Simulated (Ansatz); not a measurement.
The compound is PtSe2, taken as coordinates from a relaxation with DFT, PBEsol, plane waves, PAW in Ansatz 0.2.0.

```
Pt Se
1.0
     6.51414    0.00000    0.00000
     0.00000    3.76118    0.00000
    -0.00092    0.00000    4.86394
Pt Se
2 4
Direct
  0.50000 0.00000 0.00000
  0.00000 0.50000 0.00000
  0.16670 0.00000 0.26060
  0.83330 0.00000 0.73940
  0.66670 0.50000 0.26060
  0.33330 0.50000 0.73940
```

Describe how the polyhedra about Pt are linked (bonds: Pt–Se below 2.8 Å).

Pt: PtSe6 octahedron, sharing edges with six neighbours.

They form layers of edge-sharing octahedra parallel to (001).

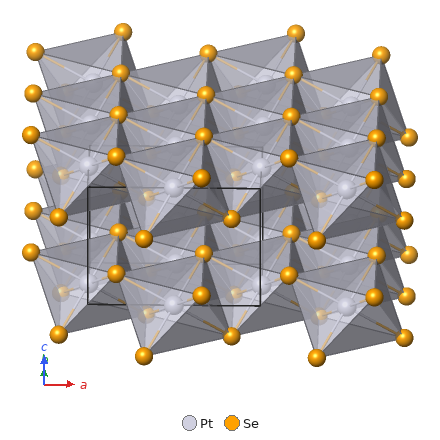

Polyhedra are drawn about Pt (bonds: Pt–Se below 2.8 Å); other atoms are plain spheres.
